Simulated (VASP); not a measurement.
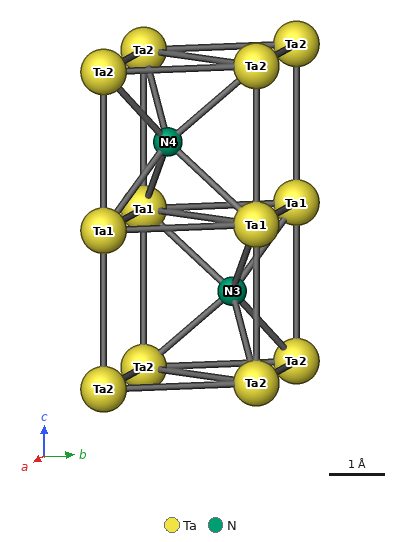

Figure 1. The starting structure (ball-and-stick view of the cell of the calculation, seen slightly off an axis; atoms are numbered from 1 in the order of the input). Near neighbours in the crystal (not all of them lie inside the picture): Ta has 6 N at 2.24 Å and 8 Ta at 2.92 to 2.96 Å; N has 6 Ta at 2.24 Å.

**Geometry relaxation of TaN (part 1 of 3)**

- system: TaN (4 atoms in the cell)
- method: Kohn-Sham DFT of a periodic cell, vdW-DF, VASP PAW PBE potentials, recommended, no spin polarisation (VASP 6.6.1)

The structure derives from a Materials Project entry.

### OSZICAR
```
N       E                     dE             d eps       ncg     rms          rms(c)
DAV:   1     0.305219065647E+03    0.30522E+03   -0.19582E+04  1680   0.187E+03
DAV:   2    -0.226159159508E+02   -0.32783E+03   -0.31805E+03  1984   0.493E+02
DAV:   3    -0.386885937751E+02   -0.16073E+02   -0.15669E+02  2108   0.102E+02
DAV:   4    -0.390044034538E+02   -0.31581E+00   -0.31076E+00  2088   0.135E+01
DAV:   5    -0.390115878498E+02   -0.71844E-02   -0.71745E-02  2060   0.162E+00    0.307E+01
RMM:   6    -0.329148184437E+02    0.60968E+01   -0.33387E+01  2018   0.307E+01    0.140E+01
RMM:   7    -0.329629492387E+02   -0.48131E-01   -0.30970E+00  1817   0.136E+01    0.730E+00
RMM:   8    -0.329846985970E+02   -0.21749E-01   -0.58248E-01  1840   0.467E+00    0.402E-01
RMM:   9    -0.329942308157E+02   -0.95322E-02   -0.14670E-01  1953   0.216E+00    0.307E-01
RMM:  10    -0.329938189186E+02    0.41190E-03   -0.17046E-02  1887   0.888E-01    0.113E-01
RMM:  11    -0.329941692465E+02   -0.35033E-03   -0.42177E-03  1924   0.401E-01    0.459E-02
RMM:  12    -0.329942249989E+02   -0.55752E-04   -0.80543E-04  1993   0.176E-01    0.298E-02
RMM:  13    -0.329942318961E+02   -0.68972E-05   -0.17057E-04  1908   0.882E-02    0.129E-02
RMM:  14    -0.329942346253E+02   -0.27292E-05   -0.35791E-05  1906   0.412E-02    0.376E-03
RMM:  15    -0.329942352385E+02   -0.61319E-06   -0.81939E-06  1380   0.195E-02
   1 F= -.32994235E+02 E0= -.32989085E+02  d E =-.329942E+02
       N       E                     dE             d eps       ncg     rms          rms(c)
DAV:   1    -0.338577572054E+02   -0.86352E+00   -0.37562E+01  1792   0.684E+01    0.960E+00
RMM:   2    -0.330974206518E+02    0.76034E+00   -0.11962E+00  1697   0.912E+00    0.433E+00
RMM:   3    -0.328676786923E+02    0.22974E+00   -0.10485E+00  1680   0.795E+00    0.107E+00
RMM:   4    -0.328757910313E+02   -0.81123E-02   -0.73969E-02  1724   0.278E+00    0.297E-01
RMM:   5    -0.328788118322E+02   -0.30208E-02   -0.24569E-02  1821   0.110E+00    0.335E-01
RMM:   6    -0.328798595221E+02   -0.10477E-02   -0.59910E-03  1707   0.717E-01    0.259E-01
RMM:   7    -0.328796141388E+02    0.24538E-03   -0.32747E-03  1721   0.492E-01    0.594E-02
RMM:   8    -0.328797041467E+02   -0.90008E-04   -0.91519E-04  2126   0.226E-01    0.668E-02
RMM:   9    -0.328797508567E+02   -0.46710E-04   -0.13171E-04  1862   0.961E-02    0.115E-01
RMM:  10    -0.328796872872E+02    0.63569E-04   -0.33118E-04  1688   0.160E-01    0.132E-02
RMM:  11    -0.328796880715E+02   -0.78425E-06   -0.24652E-05  1818   0.464E-02    0.122E-02
RMM:  12    -0.328796878488E+02    0.22264E-06   -0.55879E-06  1334   0.157E-02
   2 F= -.32879688E+02 E0= -.32874116E+02  d E =0.114547E+00
       N       E                     dE             d eps       ncg     rms          rms(c)
DAV:   1    -0.334768959113E+02   -0.59721E+00   -0.16633E+01  1748   0.436E+01    0.670E+00
RMM:   2    -0.331290512413E+02    0.34784E+00   -0.58076E-01  1700   0.635E+00    0.292E+00
RMM:   3    -0.330217692313E+02    0.10728E+00   -0.43700E-01  1680   0.530E+00    0.772E-01
RMM:   4    -0.330263931203E+02   -0.46239E-02   -0.35315E-02  1729   0.211E+00    0.207E-01
RMM:   5    -0.330274611614E+02   -0.10680E-02   -0.11653E-02  1772   0.894E-01    0.174E-01
RMM:   6    -0.330278923957E+02   -0.43123E-03   -0.27068E-03  1747   0.530E-01    0.222E-01
RMM:   7    -0.330278454403E+02    0.46955E-04   -0.13374E-03  1703   0.336E-01    0.392E-02
RMM:   8    -0.330278791989E+02   -0.33759E-04   -0.38071E-04  2119   0.167E-01    0.386E-02
RMM:   9    -0.330278714637E+02    0.77352E-05   -0.10602E-04  1701   0.924E-02    0.527E-02
RMM:  10    -0.330278718847E+02   -0.42097E-06   -0.25884E-05  1772   0.494E-02    0.925E-03
RMM:  11    -0.330278724002E+02   -0.51555E-06   -0.72384E-06  1528   0.206E-02
   3 F= -.33027872E+02 E0= -.33022592E+02  d E =-.336372E-01
       N       E                     dE             d eps       ncg     rms          rms(c)
DAV:   1    -0.330279288388E+02   -0.56954E-04   -0.15699E-03  1900   0.436E-01    0.622E-02
RMM:   2    -0.330278932376E+02    0.35601E-04   -0.58210E-05  1686   0.625E-02    0.267E-02
RMM:   3    -0.330278841833E+02    0.90544E-05   -0.42864E-05  1680   0.518E-02    0.767E-03
RMM:   4    -0.330278850888E+02   -0.90550E-06   -0.38204E-06  1233   0.213E-02
   4 F= -.33027885E+02 E0= -.33022606E+02  d E =-.336499E-01
       N       E                     dE             d eps       ncg     rms          rms(c)
DAV:   1    -0.330279048101E+02   -0.20627E-04   -0.13677E-03  1824   0.411E-01    0.599E-02
RMM:   2    -0.330278773680E+02    0.27442E-04   -0.46529E-05  1706   0.569E-02    0.265E-02
RMM:   3    -0.330278696745E+02    0.76936E-05   -0.36086E-05  1680   0.478E-02    0.716E-03
RMM:   4    -0.330278703587E+02   -0.68428E-06   -0.31103E-06  1107   0.187E-02
   5 F= -.33027870E+02 E0= -.33022594E+02  d E =-.336351E-01
       N       E                     dE             d eps       ncg     rms          rms(c)
DAV:   1    -0.330280934807E+02   -0.22381E-03   -0.12423E-02  1780   0.932E-01    0.810E-02
RMM:   2    -0.330279478725E+02    0.14561E-03   -0.25703E-04  1694   0.131E-01    0.426E-02
RMM:   3    -0.330278980752E+02    0.49797E-04   -0.10760E-04  1693   0.737E-02    0.110E-02
RMM:   4    -0.330278996622E+02   -0.15870E-05   -0.26513E-05  1765   0.317E-02    0.953E-03
RMM:   5    -0.330278999095E+02   -0.24728E-06   -0.32649E-06  1193   0.121E-02
   6 F= -.33027900E+02 E0= -.33022626E+02  d E =-.295507E-04
       N       E                     dE             d eps       ncg     rms          rms(c)
DAV:   1    -0.330279335924E+02   -0.33930E-04   -0.15499E-03  1852   0.330E-01    0.269E-02
RMM:   2    -0.330279180879E+02    0.15504E-04   -0.29548E-05  1693   0.448E-02    0.144E-02
RMM:   3    -0.330279122823E+02    0.58056E-05   -0.12330E-05  1650   0.251E-02    0.384E-03
RMM:   4    -0.330279125018E+02   -0.21953E-06   -0.26349E-06  1091   0.104E-02
   7 F= -.33027913E+02 E0= -.33022638E+02  d E =-.421431E-04
```

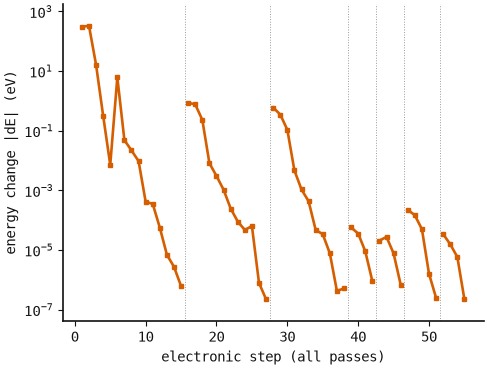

Figure 2. Convergence of the self-consistent field: energy change |dE| against the electronic step. Each stretch between dotted lines is the SCF of one geometry step of a relaxation. The 7 ionic steps take 4 to 15 electronic steps each. The density is held fixed in the first few steps, and dE rises again when its update begins.

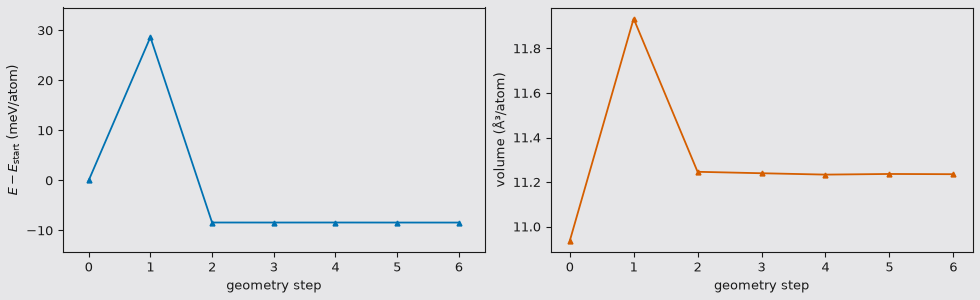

Figure 3. Progress of the relaxation, step by step (steps are counted from 0).

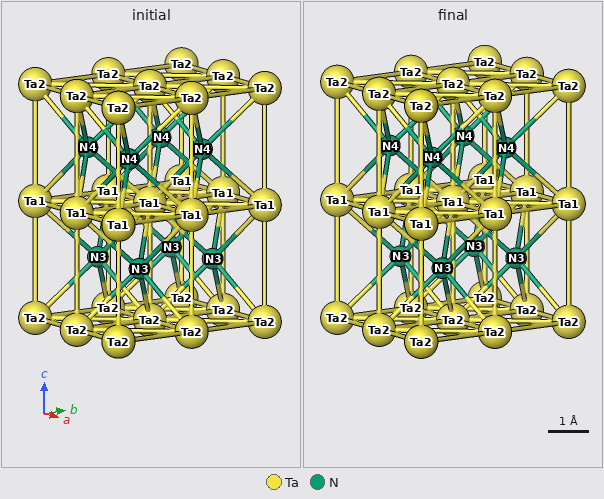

Figure 4. Before (left) and after (right) the relaxation, at one scale (ball-and-stick view of the cell of the calculation, repeated 2 × 2 × 1, seen slightly off an axis). No atom moves by more than 0.005 Å relative to the cell. The drawn cell changes as follows: a = b 2.922 → 2.947 Å (+0.9 %), c 5.917 → 5.974 Å (+1.0 %); the volume changes by +2.7 %. Distances before and after: Ta1–Ta2 2.958 → 2.987 Å, Ta1–Ta1 2.922 → 2.947 Å, Ta1–N3 2.244 → 2.264 Å. The space group stays P6_3/mmc (No. 194). Over 6 geometry steps the energy falls by 8.4 meV per atom. All forces vanish by symmetry, so only the cell relaxes. (Atoms are counted from 1 in the order of the input.)

### Parts of OUTCAR
```
PREC = Accurate
   ENCUT = 600
   EDIFF = 1E-6
   ISMEAR = -1
   LREAL = False
   LASPH = True
   NELM = 100
   ISIF = 3
   GGA = RE
   IBRION = 2
   NSW = 60
   EDIFFG = -0.02

 ion  position               nearest neighbor table
   1  0.000  0.000  0.500-   3 2.24   4 2.24   4 2.24   3 2.24   4 2.24   3 2.24   2 2.96   2 2.96

   2  0.000  0.000  0.000-   3 2.24   4 2.24   4 2.24   3 2.24   4 2.24   3 2.24   1 2.96   1 2.96

   3  0.333  0.667  0.250-   1 2.24   2 2.24   1 2.24   2 2.24   1 2.24   2 2.24
   4  0.667  0.333  0.750-   1 2.24   2 2.24   1 2.24   2 2.24   1 2.24   2 2.24

  LATTYP: Found a hexagonal cell.
 ALAT       =     2.9217699809
 C/A-ratio  =     2.0249763119

  Lattice vectors:

 A1 = (   2.9217699809,   0.0000000000,   0.0000000000)
 A2 = (  -1.4608849905,   2.5303270275,   0.0000000000)
 A3 = (   0.0000000000,   0.0000000000,   5.9165150000)

Analysis of symmetry for initial positions (statically):
=====================================================================
 Subroutine PRICEL returns:
 Original cell was already a primitive cell.

 Routine SETGRP: Setting up the symmetry group for a
 hexagonal supercell.

 Subroutine GETGRP returns: Found 24 space group operations
 (whereof 12 operations were pure point group operations)
 out of a pool of 24 trial point group operations.

The static configuration has the point symmetry D_3d.
 The point group associated with its full space group is D_6h.

Analysis of symmetry for dynamics (positions and initial velocities):
=====================================================================
 Subroutine PRICEL returns:
 Original cell was already a primitive cell.

 Routine SETGRP: Setting up the symmetry group for a
 hexagonal supercell.

 Subroutine GETGRP returns: Found 24 space group operations
 (whereof 12 operations were pure point group operations)
 out of a pool of 24 trial point group operations.

The dynamic configuration has the point symmetry D_3d.
 The point group associated with its full space group is D_6h.

 Subroutine INISYM returns: Found 24 space group operations
 (whereof 12 operations are pure point group operations),
 and found     1 'primitive' translations

----------------------------------------------------------------------------------------

                                     Primitive cell

  volume of cell :      43.7410

  direct lattice vectors                    reciprocal lattice vectors
     2.921769981  0.000000000  0.000000000     0.342258291  0.197602916  0.000000000
    -1.460884991  2.530327027  0.000000000     0.000000000  0.395205833  0.000000000
     0.000000000  0.000000000  5.916515000     0.000000000  0.000000000  0.169018417

  length of vectors
     2.921769981  2.921769981  5.916515000     0.395205833  0.395205833  0.169018417

  position of ions in fractional coordinates (direct lattice)
     0.000000000  0.000000000  0.500000000
     0.000000000  0.000000000  0.000000000
     0.333333333  0.666666667  0.250000000
     0.666666667  0.333333333  0.750000000

  ion indices of the primitive-cell ions
   primitive index   ion index
                 1           1
                 2           2
                 3           3
                 4           4

----------------------------------------------------------------------------------------

 KPOINTS: Automatic mesh

Automatic generation of k-mesh.
 Grid dimensions read from file:
 generate k-points for:   10   10    5

 Generating k-lattice:

  Cartesian coordinates                     Fractional coordinates (reciprocal lattice)
     0.034225829  0.019760292  0.000000000     0.100000000  0.000000000  0.000000000
     0.000000000  0.039520583  0.000000000     0.000000000  0.100000000  0.000000000
     0.000000000  0.000000000  0.033803683     0.000000000  0.000000000  0.200000000

  Length of vectors
     0.039520583  0.039520583  0.033803683

  Shift w.r.t. Gamma in fractional coordinates (k-lattice)
     0.000000000  0.000000000  0.000000000

 Subroutine IBZKPT returns following result:
 ===========================================

 Found     42 irreducible k-points:

 Following reciprocal coordinates:
            Coordinates               Weight
  0.000000  0.000000  0.000000      1.000000
  0.100000  0.000000  0.000000      6.000000
  0.200000  0.000000  0.000000      6.000000
  0.300000  0.000000  0.000000      6.000000
  0.400000  0.000000  0.000000      6.000000
  0.500000  0.000000  0.000000      3.000000
  0.100000  0.100000  0.000000      6.000000
  0.200000  0.100000  0.000000     12.000000
  0.300000  0.100000  0.000000     12.000000
  0.400000  0.100000  0.000000     12.000000
  0.200000  0.200000  0.000000      6.000000
  0.300000  0.200000  0.000000     12.000000
  0.400000  0.200000  0.000000      6.000000
  0.300000  0.300000  0.000000      6.000000
  0.000000  0.000000  0.200000      2.000000
  0.100000  0.000000  0.200000     12.000000
  0.200000  0.000000  0.200000     12.000000
  0.300000  0.000000  0.200000     12.000000
  0.400000  0.000000  0.200000     12.000000
  0.500000  0.000000  0.200000      6.000000
  0.100000  0.100000  0.200000     12.000000
  0.200000  0.100000  0.200000     24.000000
  0.300000  0.100000  0.200000     24.000000
  0.400000  0.100000  0.200000     24.000000
 [... further k-points ...]
```
